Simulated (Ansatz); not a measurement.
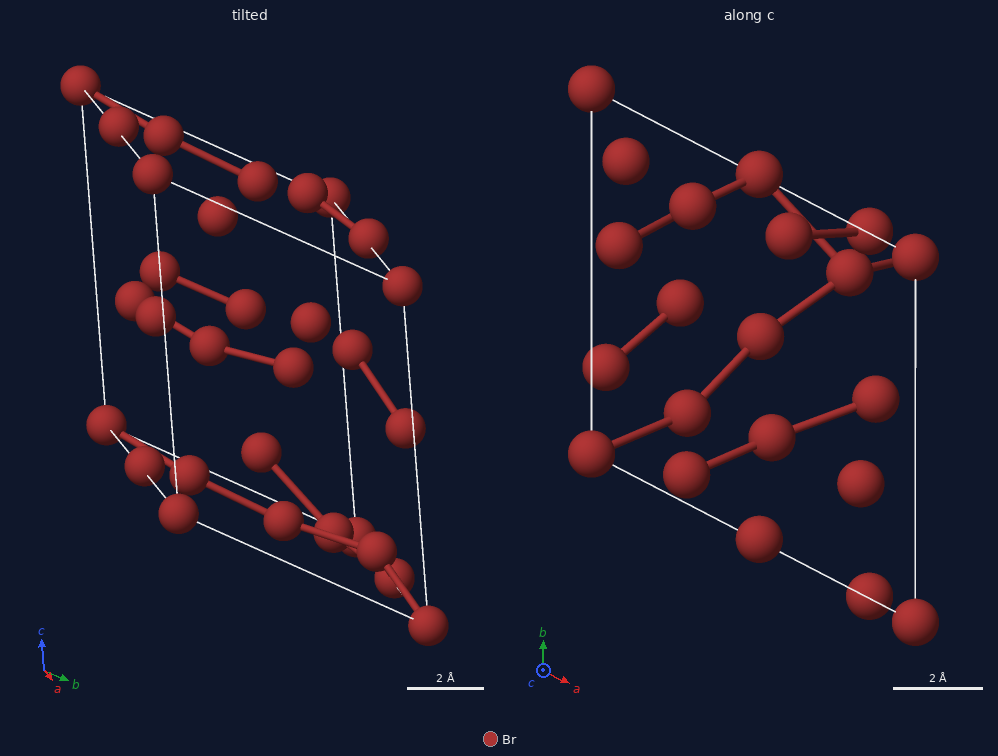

A ball-and-stick rendering, viewed slightly off an axis and along the c axis. One unit cell is framed, with atoms on its boundary repeated.

The element is bromine. Its symmetry is the lowest possible, P1. The cell holds 16 atoms.

Provenance: a structure listed in the Materials Project. The cell was then strained or its atoms displaced on purpose. It went into a calculation with Ansatz.

At this level of theory the cell isn't at rest (forces up to 2.8 eV/Å), so its distances can differ from those at equilibrium, the more so the softer the solid.
